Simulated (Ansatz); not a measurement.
The calculation's input:

```
crystal:
  lattice:
    - [0.0, 1.9531703226, 1.9531703226]
    - [1.9531703226, 0.0, 1.9531703226]
    - [1.9531703226, 1.9531703226, 0.0]
  atoms:
    - { symbol: Ir, position: [0.0, 0.0, 0.0] }
hamiltonian:
  xc: pbe
  pseudopotentials: { kind: paw }
kpoints:
  mp_grid: { grid: [12, 12, 12] }
scf:
  occupations: { method: fermi_dirac, width: 0.05 }
output:
  forces: true
  stress: true
  eigenvalues: true
  write_density: true
  write_potential: true
  elf: true
  volumetric_format: npy
```

Launched as:

```sh
ansatz run input.yaml --threads 2 --pin off --max-ram 5632MiB --backend cpu --events-out ev --progress --plain --runs-dir out
```

Below, planes, directions and counts refer to the conventional cell (a = 3.91 Å, b = 3.91 Å, c = 3.91 Å, α = 90.00°, β = 90.00°, γ = 90.00°).

Space group Fm-3m; computed pressure about −9 GPa in this cell.

Theory: Kohn-Sham DFT of a periodic cell, PBE, Ansatz PAW (Ansatz 0.2.0).

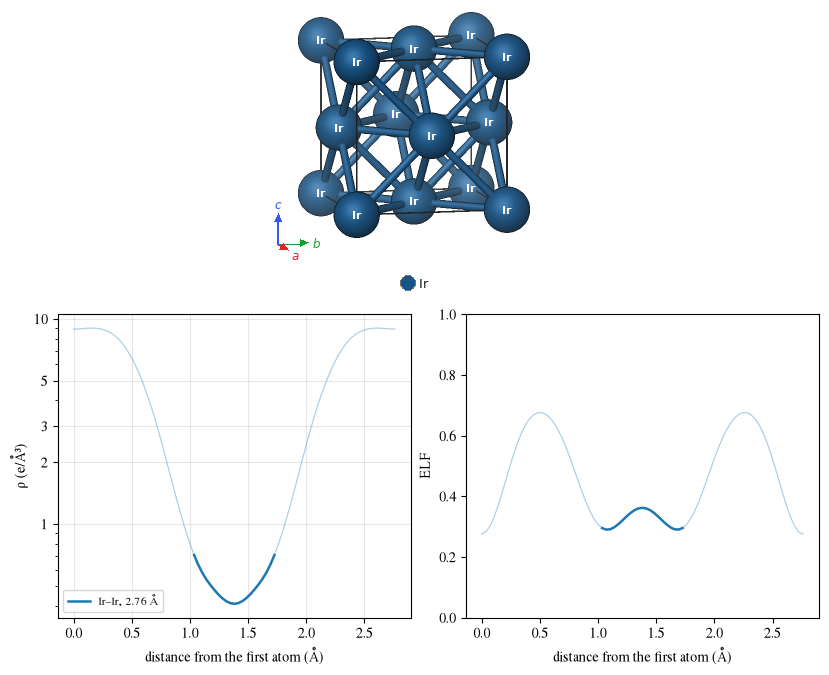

Ir. Valence electron density and ELF along straight lines between neighbouring atoms. Thin, pale parts lie inside the atomic spheres. The structure is drawn too.

The density is the valence pseudo-density of a PAW calculation; it isn't the true density close to the nuclei.

What can be read from the curves?

Answer. Ir–Ir (2.76 Å): the density is about 0.41 e/Å³ at the midpoint; the ELF is about 0.35 at the midpoint.
